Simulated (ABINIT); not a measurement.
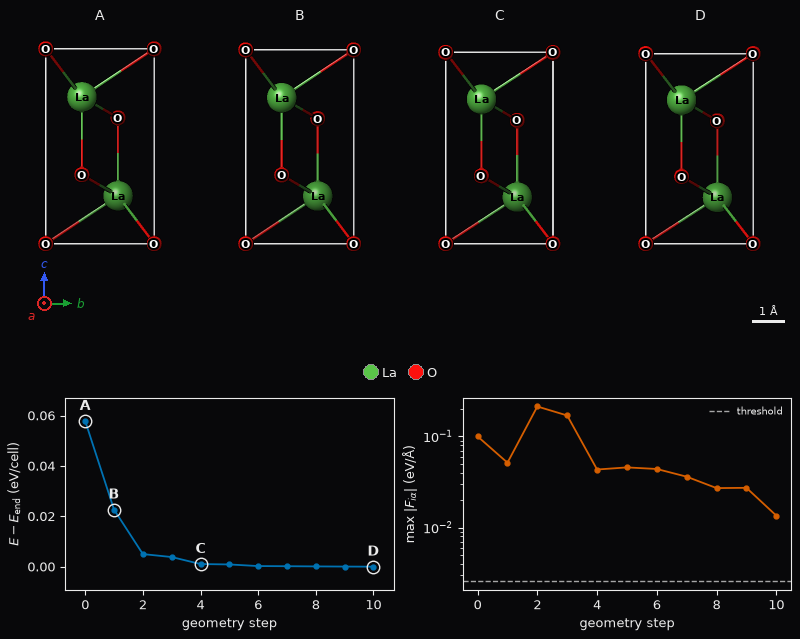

Frames of a relaxation of solid La2O3 (set up in P-3m1), marked on the history of the run. Style: ball-and-stick. Shown: the cell of the calculation, along the a axis.

The run lets cell and atoms move.

Theory: Kohn-Sham DFT of a periodic cell, LDA, JTH PAW LDA v2.0 in ABINIT.

Input
```
# Pseudopotentials
pp_dirpath "./"
pseudos "La.LDA_PW-JTH.xml, O.LDA_PW-JTH.xml"

# Structure
acell 3.930777878 3.930777878 6.11195352 Angstrom
rprim
     1.0000000000     0.0000000000     0.0000000000
    -0.5000000000     0.8660254038     0.0000000000
     0.0000000000     0.0000000000     1.0000000000
ntypat 2
znucl 57 8
natom 5
typat 1 1 2 2 2
xred
     0.3333333333     0.6666666667     0.2462356800
     0.6666666667     0.3333333333     0.7537643200
     0.0000000000     0.0000000000     0.0000000000
     0.3333333333     0.6666666667     0.6458906500
     0.6666666667     0.3333333333     0.3541093500
chkprim 0
chksymtnons 0
tolsym 1.0e-6

# Plane-wave basis
ecut 23.0
pawecutdg 45.0

# k points
kptopt 1
ngkpt 6 6 4
nshiftk 1
shiftk 0.0 0.0 0.0

# Exchange and correlation
ixc 7

# Bands and occupations
nband 27
occopt 3
tsmear 0.00183747

# SCF cycle
nstep 100
tolvrs 1.0e-9

# Output
iomode 3
prtwf 0
prtden 0
prteig 0
prtebands 0
enunit 1

# Relaxation
ionmov 2
ntime 60
tolmxf 5.0e-5
optcell 2
dilatmx 1.08
ecutsm 0.5
```

Command:
```bash
abinit run.abi > log 2>&1
```

> What happens along the run?

The run was cut off at its time limit before the relaxation converged, so the last structure is only a point on the way. The energy falls by 57.8 meV per cell of the calculation in 10 geometry steps. The largest force component goes from 0.1 to 0.014 eV/Å. Pressure: −5.33 GPa at the start and 0.02 GPa at the end. The largest moves relative to the cell, 0.014 Å, are those of La atoms. Largest moves by element: La 0.014 Å, O 0.005 Å. The drawn cell changes as follows: a = b 3.931 → 3.894 Å (−0.9 %), c 6.112 → 5.963 Å (−2.4 %); the volume changes by −4.3 %. Some distances before and after: La–O 2.723 → 2.677 Å, La–O 2.443 → 2.402 Å, La–O 2.363 → 2.341 Å. The space group stays P-3m1 (No. 164). From step 0 to 1: volume −1.6 %, energy −35.2 meV per cell of the calculation. From step 1 to 4: volume −2.6 %, energy −21.6 meV per cell of the calculation. From step 4 to 10: volume −0.1 %, energy −1.0 meV per cell of the calculation.

```json
{"step": "0", "E − E(0), meV/atom": "0.00", "largest force component, eV/Å": "0.1001", "pressure, GPa": "-5.33", "volume, Å³/atom": "16.357"}
{"step": "1", "E − E(0), meV/atom": "-7.03", "largest force component, eV/Å": "0.0515", "pressure, GPa": "-3.11", "volume, Å³/atom": "16.092"}
{"step": "2", "E − E(0), meV/atom": "-10.56", "largest force component, eV/Å": "0.2132", "pressure, GPa": "0.11", "volume, Å³/atom": "15.733"}
{"step": "3", "E − E(0), meV/atom": "-10.80", "largest force component, eV/Å": "0.1698", "pressure, GPa": "0.06", "volume, Å³/atom": "15.728"}
{"step": "4", "E − E(0), meV/atom": "-11.35", "largest force component, eV/Å": "0.0433", "pressure, GPa": "0.01", "volume, Å³/atom": "15.681"}
{"step": "5", "E − E(0), meV/atom": "-11.38", "largest force component, eV/Å": "0.0457", "pressure, GPa": "-0.01", "volume, Å³/atom": "15.679"}
{"step": "6", "E − E(0), meV/atom": "-11.51", "largest force component, eV/Å": "0.0439", "pressure, GPa": "-0.04", "volume, Å³/atom": "15.667"}
{"step": "7", "E − E(0), meV/atom": "-11.52", "largest force component, eV/Å": "0.0361", "pressure, GPa": "-0.02", "volume, Å³/atom": "15.665"}
{"step": "8", "E − E(0), meV/atom": "-11.54", "largest force component, eV/Å": "0.0271", "pressure, GPa": "0.01", "volume, Å³/atom": "15.662"}
{"step": "9", "E − E(0), meV/atom": "-11.55", "largest force component, eV/Å": "0.0273", "pressure, GPa": "0.02", "volume, Å³/atom": "15.660"}
{"step": "10", "E − E(0), meV/atom": "-11.56", "largest force component, eV/Å": "0.0135", "pressure, GPa": "0.02", "volume, Å³/atom": "15.658"}
```
